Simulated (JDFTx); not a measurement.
## A series of single points on Nb

System: Nb (Im-3m, 1 atom in the cell).
Method: Kohn-Sham DFT of a periodic cell, PBEsol, PseudoDojo-SR-PBEsol-0.4.1-standard, no spin polarisation (JDFTx 1.7.0 (patched build)).

The 7 runs differ only in the geometry, by an even scaling of the cell at fixed fractional positions. The structure derives from an entry of the Crystallography Open Database.

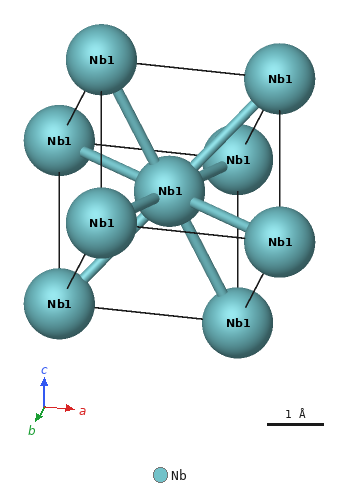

Figure 1. The structure of run 4 (ball-and-stick view of the cell 2 times as large as that of the calculation, set on its symmetry axes, seen at an oblique angle; atoms are numbered from 1 in the order of the input). An atom can appear more than once, as a periodic image.

**Input of run 4**
```
lattice \
   -3.1444097851     3.1444097851     3.1444097851 \
    3.1444097851    -3.1444097851     3.1444097851 \
    3.1444097851     3.1444097851    -3.1444097851
coords-type Lattice
ion Nb     0.0000000000     0.0000000000     0.0000000000 1

ion-species pseudo/Nb.upf
elec-cutoff 41
elec-ex-corr gga-PBEsol
kpoint-folding 11 11 11
elec-smearing Fermi 0.0018374661
elec-n-bands 12
electronic-SCF nIterations 100 energyDiffThreshold 1e-09
electronic-minimize nIterations 30 energyDiffThreshold 1e-7
forces-output-coords Cartesian

dump-name run.$VAR
dump End Ecomponents EigStats BandEigs Kpoints Forces Stress ElecDensity Dtot KEdensity
```

Command:
```bash
jdftx -c 1 -i Nb.in -o Nb.out
```

Run 3 differs from it as follows:
```diff
-   -3.1444097851     3.1444097851     3.1444097851 \
-    3.1444097851    -3.1444097851     3.1444097851 \
-    3.1444097851     3.1444097851    -3.1444097851
+   -3.1233057277     3.1233057277     3.1233057277 \
+    3.1233057277    -3.1233057277     3.1233057277 \
+    3.1233057277     3.1233057277    -3.1233057277
```

**Results, with one run withheld**

| run | volume per atom (Å³) | free energy per atom, from the lowest run given (meV) | pressure (GPa) |
| --- | --- | --- | --- |
| 1 | 17.322 | 2.46 | 2.97 |
| 2 | 17.691 | 0.00 | −0.89 |
| 3 | 18.060 | ? | ? |
| 4 | 18.428 | 19.94 | −7.70 |
| 5 | 18.797 | 40.99 | −10.67 |
| 6 | 19.165 | 68.58 | −13.37 |
| 7 | 19.534 | 102.11 | −15.83 |

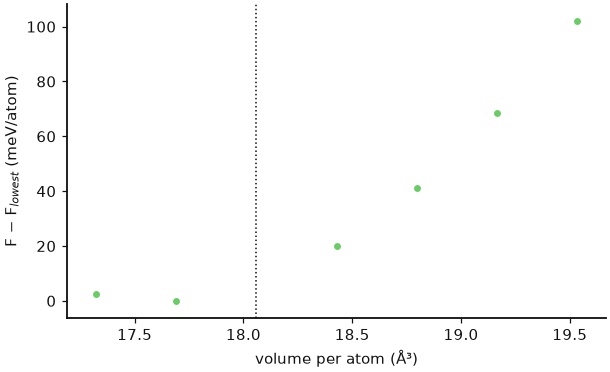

Figure 2. Free energy per atom of the runs given; the dotted line marks run 3.

What should run 3 give?

A cubic polynomial in V^(−2/3) (the Birch–Murnaghan form), fitted to the 6 runs given, misses them by at most 0.04 meV per atom. With x = V^(−2/3) − 0.14316 Å⁻², it reads F = 21.576 − 9560.6 x + 1.0589e+06 x² − 2.4185e+06 x³ (meV per atom). At run 3 it gives 6.07 meV per atom, and the run itself gives 6.05. The slope of the fit gives a pressure −dF/dV of −4.40 GPa there, and the run prints −4.43 GPa. The fit has its minimum at 17.609 Å³ per atom, where V d²F/dV² gives 181 GPa: the bulk modulus at this level, since symmetry fixes the shape and the positions.

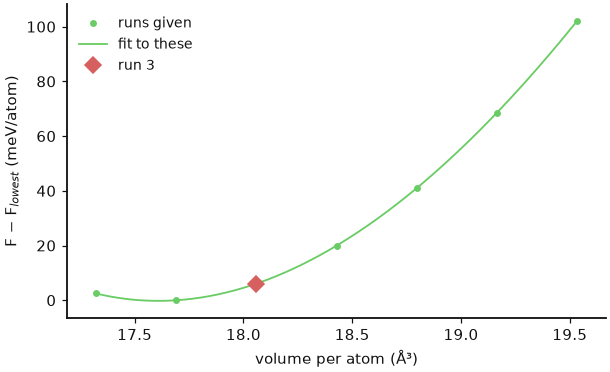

Figure 3. The fit and the withheld run.

**Some lines of the output (run 3)**
```
[...]
unit cell volume = 121.872
     Etot =      -57.4726000127069767
        F =      -57.4731518651755735
	HOMO-LUMO gap: +0.002202
	Optical gap  : +0.003805 at state 6 ( [ +0.000000 +0.090909 +0.090909 ] spin 0 )
```
